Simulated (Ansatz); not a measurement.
# Geometry relaxation of Ti6O (part 1 of 2)

System: Ti6O (7 atoms in the cell).
Method: DFT r2SCAN, scalar-relativistic, plane waves, PAW, no spin polarisation (Ansatz 0.2.0).

The structure derives from an entry of the Crystallography Open Database. Figures and captions count atoms from 1; the log counts them from 0 in places.

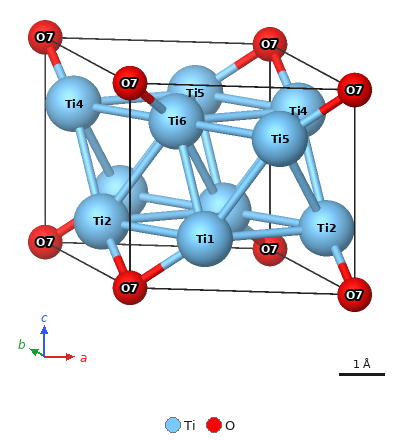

Fig. 1: The starting structure (ball-and-stick view of the cell of the calculation, seen slightly off an axis; atoms are numbered from 1 in the order of the input). An atom can appear more than once, as a periodic image. Near neighbours in the periodic cell (some may lie outside the picture): Ti has 1 O at 2.08 Å and 12 Ti at 2.92 to 2.96 Å; O has 6 Ti at 2.08 Å.

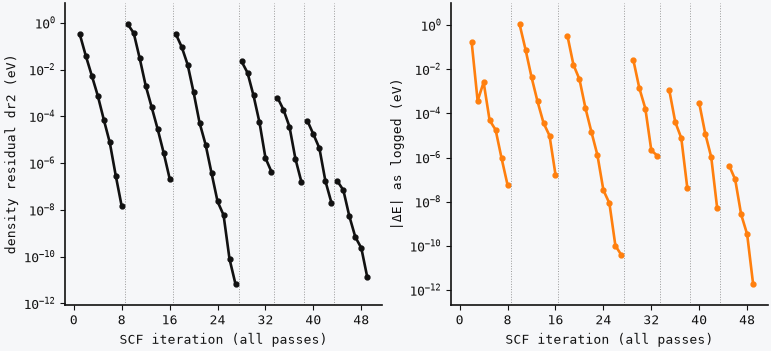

Fig. 2: Convergence of the self-consistent field: density residual dr2 and size of the energy change against the SCF iteration. The dotted lines part the SCF passes of the relaxation: geometry steps, rejected trials and re-solves on a re-selected basis. The 7 passes take 5 to 11 iterations each, 49 in all.

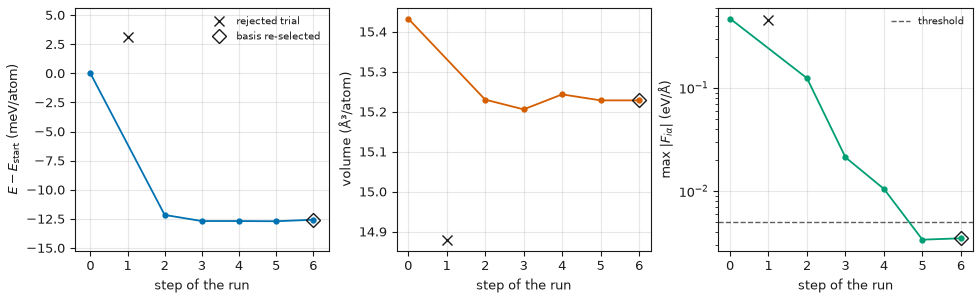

Fig. 3: Progress of the relaxation, step by step (the first geometry is step 0 here and step 1 in the log).

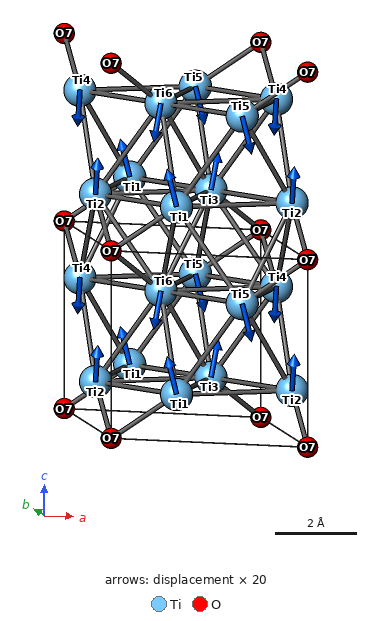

Fig. 4: The starting structure with the displacements (without the part carried along by the change of the cell) as blue arrows, magnified 20 times (ball-and-stick view of the cell of the calculation, repeated 1 × 1 × 2, seen slightly off an axis). The largest moves relative to the cell, 0.050 Å, are those of Ti1, Ti2, Ti3, Ti4, Ti5 and Ti6. O stays in place. Cell: a = b 5.130 → 5.103 Å (−0.5 %), c 4.740 → 4.726 Å (−0.3 %). Volume −1.3 %. Distances before and after: Ti1–Ti4 2.921 → 2.825 Å, Ti1–Ti5 2.925 → 3.007 Å, Ti1–Ti2 2.959 → 2.922 Å, Ti1–O7 2.079 → 2.088 Å. The space group stays P-31m (No. 162). The energy falls by 12.7 meV per atom in 5 geometry steps. The largest force component goes from 0.47 to 0.0035 eV/Å. The pressure goes from −1.64 to 0.00 GPa. The line search rejected the trial step at point 1 (counted from 0) and went back. A last SCF at the same geometry on a re-selected plane-wave basis shifts the energy by +0.1 meV per atom. (Atoms are counted from 1 in the order of the input.)

The input and output of the run follow.

## The input
```yaml
crystal:
  lattice:
    - [5.1299998608, 0.0, 0.0]
    - [-2.5649999304, 4.4427102009, 0.0]
    - [0.0, 0.0, 4.74]
  atoms:
    - { symbol: Ti, position: [0.333, 0.0, 0.25] }
    - { symbol: Ti, position: [0.0, 0.333, 0.25] }
    - { symbol: Ti, position: [0.667, 0.667, 0.25] }
    - { symbol: Ti, position: [0.0, 0.667, 0.75] }
    - { symbol: Ti, position: [0.667, 0.0, 0.75] }
    - { symbol: Ti, position: [0.333, 0.333, 0.75] }
    - { symbol: O, position: [0.0, 0.0, 0.0] }
basis:
  ecutwfc: 500
kpoints:
  mp_grid: { grid: [12, 12, 8] }
hamiltonian:
  xc: r2scan
scf:
  occupations: { method: gaussian, width: 0.1 }
output:
  forces: true
  stress: true
  eigenvalues: true
relax:
  adjacent_minimum: "off"
  f_tol: 0.005
  max_steps: 80
  cell: { stress_tol: 0.05 }
```

Launch command:
```bash
ansatz run input.yaml --threads 2 --pin off --max-ram 5120MiB --backend cpu --events-out ev --progress --plain --runs-dir out
```

## Output
```
Engine: ansatz 0.2.0, aarch64-unknown-linux-gnu
Pseudopotentials: kind: paw
Pseudopotential: Ti, paw, valence charge 12, recommended cutoff 500 eV (meta_gga), Ti.paw.azcp
Pseudopotential: O, paw, valence charge 6, recommended cutoff 500 eV (meta_gga), O.paw.azcp
Functional definition: r2SCAN
  parameter k0 = 0.174
  parameter k1 = 0.065
  parameter a1 = 4.9479
  exchange = r2scan_x(k0 = k0, k1 = k1, a1 = a1)
  correlation = r2scan_c
Crystal: 7 atoms, lattice volume = 108.030 Å³
Basis set: ecut = 500 eV, 2777 PW (Γ), exchange–correlation on 160×160×144 points (64 copies of the dense FFT grid, shifted against one another)
Bands: 47, of which v1, the nominal top of the filled ones, is band 39 counted from 1 (38 counted from 0)
Symmetry: 12 space group operations
Space group: P-31m (ITA 162), of the structure as read, at distance tolerance 4.8e-5 Å
k-points: 131 of 1152
Non-local potential: Ti, projectors of the file, l = 0: 3, l = 1: 2, l = 2: 3, l = 3: 1
Non-local potential: O, projectors of the file, l = 0: 2, l = 1: 2, l = 2: 1
PAW form: soft (Blöchl's): semilocal exchange-correlation on the pseudo side does not see the compensation charge
PAW frozen core: Ti, regenerated for the run's functional (the file was generated under x = pbe(κ = 0.804, μ = 0.2195149727645171), c = pbe(β = 0.06672455060314922))
PAW frozen core: O, regenerated for the run's functional (the file was generated under x = pbe(κ = 0.804, μ = 0.2195149727645171), c = pbe(β = 0.06672455060314922))
PAW one-centre angular grid: Ti, 590 points (default); XC on 160 Gauss nodes
PAW one-centre angular grid: O, 302 points (default); XC on 160 Gauss nodes
Initial density: superposition of atomic densities (neutral atoms: chi_scale 0, normalization atom), corrected by the library's trained network
Initial wavefunctions: pseudopotential atomic-orbital guess
Functional: x = r2scan, c = r2scan; τ floored in thin density (d = 2e-4 eV/Å³)
SCF iter   1: F=—  HF=-15598.174044 eV  |F-HF|=—  |Δ(HF+E_count)|=         —  Δρ=1.76e-2  dr2=3.18e-1  dr2_τ=1.49e-1  ethr=1.77e-3  ⟨swp⟩=6.7  Hψ=24827  notcnv=0
preconditioner: auto → Kerker (q_TF=auto, 2.584 Å⁻¹)  [metal: Δε(μ)=0.003 eV  Ē_g=3.957 eV  σ=0.100 eV  W_gap=0.02  n_scr=26 (ndim 8)  ℏωp=18.9 eV  f_vac=0.000  D(μ)=3.93/eV (n_scr^D=26)]
SCF iter   2: F=—  HF=-15598.344123 eV  |F-HF|=—  |Δ(HF+E_count)|=   1.70e-1  Δρ=6.21e-3  dr2=3.85e-2  dr2_τ=3.92e-3  ethr=4.08e-4  ⟨swp⟩=2.3  Hψ=12482  notcnv=0  defer=179
SCF iter   3: F=—  HF=-15598.344491 eV  |F-HF|=—  |Δ(HF+E_count)|=   3.68e-4  Δρ=2.66e-3  dr2=5.48e-3  dr2_τ=5.44e-4  ethr=4.94e-5  ⟨swp⟩=2.0  Hψ=7826  notcnv=0  defer=179
SCF iter   4: F=—  HF=-15598.347061 eV  |F-HF|=—  |Δ(HF+E_count)|=   2.57e-3  Δρ=8.95e-4  dr2=7.58e-4  dr2_τ=7.43e-5  ethr=7.03e-6  ⟨swp⟩=2.0  Hψ=8125  notcnv=0  defer=179
SCF iter   5: F=—  HF=-15598.347013 eV  |F-HF|=—  |Δ(HF+E_count)|=   4.85e-5  Δρ=2.36e-4  dr2=7.25e-5  dr2_τ=4.65e-6  ethr=9.72e-7  ⟨swp⟩=2.0  Hψ=7210  notcnv=0  defer=179
SCF iter   6: F=—  HF=-15598.347031 eV  |F-HF|=—  |Δ(HF+E_count)|=   1.80e-5  Δρ=7.83e-5  dr2=7.59e-6  dr2_τ=2.53e-7  ethr=9.29e-8  ⟨swp⟩=2.0  Hψ=7884  notcnv=0  defer=179
SCF iter   7: F=—  HF=-15598.347032 eV  |F-HF|=—  |Δ(HF+E_count)|=   9.16e-7  Δρ=1.44e-5  dr2=2.88e-7  dr2_τ=1.05e-8  ethr=9.73e-9  ⟨swp⟩=2.0  Hψ=7951  notcnv=0  defer=179
SCF iter   8: F=-15598.347032 eV  HF=-15598.347032 eV  |F-HF|=2.85e-9  |Δ(HF+E_count)|=   5.68e-8  Δρ=3.58e-6  dr2=1.39e-8  dr2_τ=7.72e-10  ethr=1.28e-10  ⟨swp⟩=9.8  Hψ=22729  notcnv=0
SCF 1 converged in 8 iterations: F = -15598.347032 eV  dr2 = 1.39e-8
  greatest PAW one-centre occupation: 1.001 electrons in one spin orbital (limit 2), on the Ti atom at site 4 (counted from 0), in its partial waves of l = 1
relax step   1: F+E_penalty+E_count = -15598.34703181 eV  Δ(F+E_penalty+E_count) = +0.000e0 eV  max|allowed force component| = 4.692e-1 eV/Å  Δτ_max = 0.0000 Å  P = -1.645 GPa  Ω = 108.030 Å³  (8 SCF iters, dr2 threshold 1.00e-7 eV, accepted)
Crystal: 7 atoms, lattice volume = 104.160 Å³
Basis set: ecut = 500 eV, 2669 PW (Γ), exchange–correlation on 160×160×144 points (64 copies of the dense FFT grid, shifted against one another)
Initial density: handed on by an earlier stage of this run
Initial wavefunctions: those handed on with the density
iter 1 solved again at ethr=1.11e-3 eV; its pass at ethr=3.10e-3 eV (dr2=8.62e-1 eV) is discarded
SCF iter   1: F=—  HF=-15597.316957 eV  |F-HF|=—  |Δ(HF+E_count)|=         —  Δρ=1.72e-2  dr2=8.66e-1  dr2_τ=2.52e0  ethr=1.11e-3  ⟨swp⟩=1.0  Hψ=34443  notcnv=0
preconditioner: auto → Kerker (q_TF=auto, 2.600 Å⁻¹)  [metal: Δε(μ)=0.001 eV  Ē_g=3.878 eV  σ=0.100 eV  W_gap=0.00  n_scr=26 (ndim 8)  ℏωp=19.3 eV  f_vac=0.000  D(μ)=3.88/eV (n_scr^D=26)]
SCF iter   2: F=—  HF=-15598.406322 eV  |F-HF|=—  |Δ(HF+E_count)|=    1.09e0  Δρ=9.90e-3  dr2=3.63e-1  dr2_τ=3.17e-3  ethr=1.11e-3  ⟨swp⟩=2.5  Hψ=10862  notcnv=0
SCF iter   3: F=—  HF=-15598.329167 eV  |F-HF|=—  |Δ(HF+E_count)|=   7.72e-2  Δρ=4.52e-3  dr2=3.00e-2  dr2_τ=3.67e-3  ethr=4.65e-4  ⟨swp⟩=2.0  Hψ=9425  notcnv=0  defer=187
SCF iter   4: F=—  HF=-15598.324809 eV  |F-HF|=—  |Δ(HF+E_count)|=   4.36e-3  Δρ=1.56e-3  dr2=2.03e-3  dr2_τ=1.76e-4  ethr=3.85e-5  ⟨swp⟩=2.0  Hψ=8122  notcnv=0  defer=187
SCF iter   5: F=—  HF=-15598.325155 eV  |F-HF|=—  |Δ(HF+E_count)|=   3.46e-4  Δρ=5.55e-4  dr2=2.44e-4  dr2_τ=4.46e-5  ethr=2.61e-6  ⟨swp⟩=3.0  Hψ=11850  notcnv=0  defer=187
SCF iter   6: F=—  HF=-15598.325192 eV  |F-HF|=—  |Δ(HF+E_count)|=   3.69e-5  Δρ=1.94e-4  dr2=2.82e-5  dr2_τ=3.01e-6  ethr=3.13e-7  ⟨swp⟩=2.0  Hψ=7918  notcnv=0  defer=187
SCF iter   7: F=—  HF=-15598.325202 eV  |F-HF|=—  |Δ(HF+E_count)|=   9.82e-6  Δρ=6.35e-5  dr2=2.73e-6  dr2_τ=2.81e-7  ethr=3.61e-8  ⟨swp⟩=2.0  Hψ=7950  notcnv=0  defer=187
SCF iter   8: F=-15598.325202 eV  HF=-15598.325202 eV  |F-HF|=8.39e-8  |Δ(HF+E_count)|=   1.68e-7  Δρ=2.00e-5  dr2=2.16e-7  dr2_τ=2.20e-8  ethr=8.97e-10  ⟨swp⟩=9.7  Hψ=24773  notcnv=0
SCF 2 converged in 8 iterations: F = -15598.325202 eV  dr2 = 2.16e-7
  greatest PAW one-centre occupation: 1.001 electrons in one spin orbital (limit 2), on the Ti atom at site 5 (counted from 0), in its partial waves of l = 1
relax step   2: F+E_penalty+E_count = -15598.32520233 eV  Δ(F+E_penalty+E_count) = +2.183e-2 eV  max|allowed force component| = 4.559e-1 eV/Å  Δτ_max = 0.0832 Å  P = +4.208 GPa  Ω = 104.160 Å³  energy of the carried Pulay correction = +2.518e-3 eV  (8 SCF iters, dr2 threshold 7.00e-7 eV, rejected (line search))
Crystal: 7 atoms, lattice volume = 106.611 Å³
Basis set: ecut = 500 eV, 2765 PW (Γ), exchange–correlation on 160×160×144 points (64 copies of the dense FFT grid, shifted against one another)
iter 1 solved again at ethr=4.38e-4 eV; its pass at ethr=3.10e-3 eV (dr2=3.42e-1 eV) is discarded
SCF iter   1: F=—  HF=-15598.130754 eV  |F-HF|=—  |Δ(HF+E_count)|=         —  Δρ=1.03e-2  dr2=3.42e-1  dr2_τ=7.07e-1  ethr=4.38e-4  ⟨swp⟩=1.0  Hψ=34452  notcnv=0
preconditioner: auto → Kerker (q_TF=auto, 2.590 Å⁻¹)  [metal: Δε(μ)=0.002 eV  Ē_g=3.874 eV  σ=0.100 eV  W_gap=0.01  n_scr=26 (ndim 8)  ℏωp=19.0 eV  f_vac=0.000  D(μ)=4.37/eV (n_scr^D=28)]
SCF iter   2: F=—  HF=-15598.451508 eV  |F-HF|=—  |Δ(HF+E_count)|=   3.21e-1  Δρ=4.99e-3  dr2=9.44e-2  dr2_τ=1.54e-3  ethr=4.38e-4  ⟨swp⟩=2.7  Hψ=10582  notcnv=0
SCF iter   3: F=—  HF=-15598.435815 eV  |F-HF|=—  |Δ(HF+E_count)|=   1.57e-2  Δρ=2.18e-3  dr2=1.63e-2  dr2_τ=4.93e-4  ethr=1.21e-4  ⟨swp⟩=2.0  Hψ=7551  notcnv=0
SCF iter   4: F=—  HF=-15598.432309 eV  |F-HF|=—  |Δ(HF+E_count)|=   3.51e-3  Δρ=7.35e-4  dr2=1.05e-3  dr2_τ=2.15e-5  ethr=2.09e-5  ⟨swp⟩=2.0  Hψ=8136  notcnv=0
SCF iter   5: F=—  HF=-15598.432134 eV  |F-HF|=—  |Δ(HF+E_count)|=   1.74e-4  Δρ=2.63e-4  dr2=5.20e-5  dr2_τ=9.24e-6  ethr=1.35e-6  ⟨swp⟩=2.0  Hψ=8482  notcnv=0  defer=3
SCF iter   6: F=—  HF=-15598.432149 eV  |F-HF|=—  |Δ(HF+E_count)|=   1.43e-5  Δρ=9.74e-5  dr2=6.18e-6  dr2_τ=7.21e-7  ethr=6.66e-8  ⟨swp⟩=2.0  Hψ=7969  notcnv=0  defer=3
SCF iter   7: F=—  HF=-15598.432150 eV  |F-HF|=—  |Δ(HF+E_count)|=   1.29e-6  Δρ=2.01e-5  dr2=3.65e-7  dr2_τ=2.25e-8  ethr=7.92e-9  ⟨swp⟩=2.0  Hψ=7947  notcnv=0  defer=3
SCF iter   8: F=—  HF=-15598.432150 eV  |F-HF|=—  |Δ(HF+E_count)|=   3.30e-8  Δρ=5.86e-6  dr2=2.27e-8  dr2_τ=2.16e-9  ethr=4.68e-10  ⟨swp⟩=3.0  Hψ=11674  notcnv=0  defer=3
SCF iter   9: F=—  HF=-15598.432150 eV  |F-HF|=—  |Δ(HF+E_count)|=   8.53e-9  Δρ=1.94e-6  dr2=5.96e-9  dr2_τ=9.43e-11  ethr=2.91e-11  ⟨swp⟩=2.4  Hψ=9253  notcnv=0  defer=3
SCF iter  10: F=—  HF=-15598.432150 eV  |F-HF|=—  |Δ(HF+E_count)|=  1.02e-10  Δρ=3.27e-7  dr2=7.72e-11  dr2_τ=7.82e-12  ethr=7.65e-12  ⟨swp⟩=2.0  Hψ=7647  notcnv=0  defer=3
SCF iter  11: F=-15598.432150 eV  HF=-15598.432150 eV  |F-HF|=3.64e-12  |Δ(HF+E_count)|=  3.82e-11  Δρ=8.97e-8  dr2=6.53e-12  dr2_τ=3.03e-13  ethr=1.00e-12  ⟨swp⟩=8.0  Hψ=21550  notcnv=0
SCF 3 converged in 11 iterations: F = -15598.432150 eV  dr2 = 6.53e-12
  greatest PAW one-centre occupation: 1.001 electrons in one spin orbital (limit 2), on the Ti atom at site 3 (counted from 0), in its partial waves of l = 1
relax step   3: F+E_penalty+E_count = -15598.43215006 eV  Δ(F+E_penalty+E_count) = -8.512e-2 eV  max|allowed force component| = 1.241e-1 eV/Å  Δτ_max = 0.0408 Å  P = +0.076 GPa  Ω = 106.611 Å³  energy of the carried Pulay correction = +9.094e-4 eV  (11 SCF iters, accepted)
Crystal: 7 atoms, lattice volume = 106.441 Å³
iter 1 solved again at ethr=2.99e-5 eV; its pass at ethr=3.10e-3 eV (dr2=2.33e-2 eV) is discarded
SCF iter   1: F=—  HF=-15598.411435 eV  |F-HF|=—  |Δ(HF+E_count)|=         —  Δρ=2.69e-3  dr2=2.24e-2  dr2_τ=5.15e-2  ethr=2.99e-5  ⟨swp⟩=1.1  Hψ=24916  notcnv=0
preconditioner: auto → Kerker (q_TF=auto, 2.591 Å⁻¹)  [metal: Δε(μ)=0.017 eV  Ē_g=3.835 eV  σ=0.100 eV  W_gap=0.10  n_scr=26 (ndim 8)  ℏωp=19.0 eV  f_vac=0.000  D(μ)=4.11/eV (n_scr^D=26)]
SCF iter   2: F=—  HF=-15598.437365 eV  |F-HF|=—  |Δ(HF+E_count)|=   2.59e-2  Δρ=1.36e-3  dr2=7.30e-3  dr2_τ=7.75e-5  ethr=2.87e-5  ⟨swp⟩=2.8  Hψ=10965  notcnv=0
SCF iter   3: F=—  HF=-15598.435989 eV  |F-HF|=—  |Δ(HF+E_count)|=   1.38e-3  Δρ=5.22e-4  dr2=7.75e-4  dr2_τ=1.72e-5  ethr=9.36e-6  ⟨swp⟩=2.0  Hψ=7603  notcnv=0
SCF iter   4: F=—  HF=-15598.435822 eV  |F-HF|=—  |Δ(HF+E_count)|=   1.66e-4  Δρ=1.81e-4  dr2=5.46e-5  dr2_τ=1.95e-6  ethr=9.94e-7  ⟨swp⟩=2.0  Hψ=7619  notcnv=0
SCF iter   5: F=—  HF=-15598.435820 eV  |F-HF|=—  |Δ(HF+E_count)|=   2.10e-6  Δρ=5.20e-5  dr2=1.63e-6  dr2_τ=1.75e-7  ethr=7.00e-8  ⟨swp⟩=2.0  Hψ=8049  notcnv=0
SCF iter   6: F=-15598.435821 eV  HF=-15598.435822 eV  |F-HF|=2.70e-7  |Δ(HF+E_count)|=   1.22e-6  Δρ=1.94e-5  dr2=4.22e-7  dr2_τ=2.86e-8  ethr=8.97e-10  ⟨swp⟩=6.4  Hψ=23846  notcnv=0
SCF 4 converged in 6 iterations: F = -15598.435821 eV  dr2 = 4.22e-7
relax step   4: F+E_penalty+E_count = -15598.43582125 eV  Δ(F+E_penalty+E_count) = -3.671e-3 eV  max|allowed force component| = 2.125e-2 eV/Å  Δτ_max = 0.0117 Å  P = +0.210 GPa  Ω = 106.441 Å³  energy of the carried Pulay correction = +1.020e-3 eV  (6 SCF iters, dr2 threshold 7.00e-7 eV, accepted)
Crystal: 7 atoms, lattice volume = 106.702 Å³
iter 1 solved again at ethr=8.71e-7 eV; its pass at ethr=3.10e-3 eV (dr2=6.79e-4 eV) is discarded
```
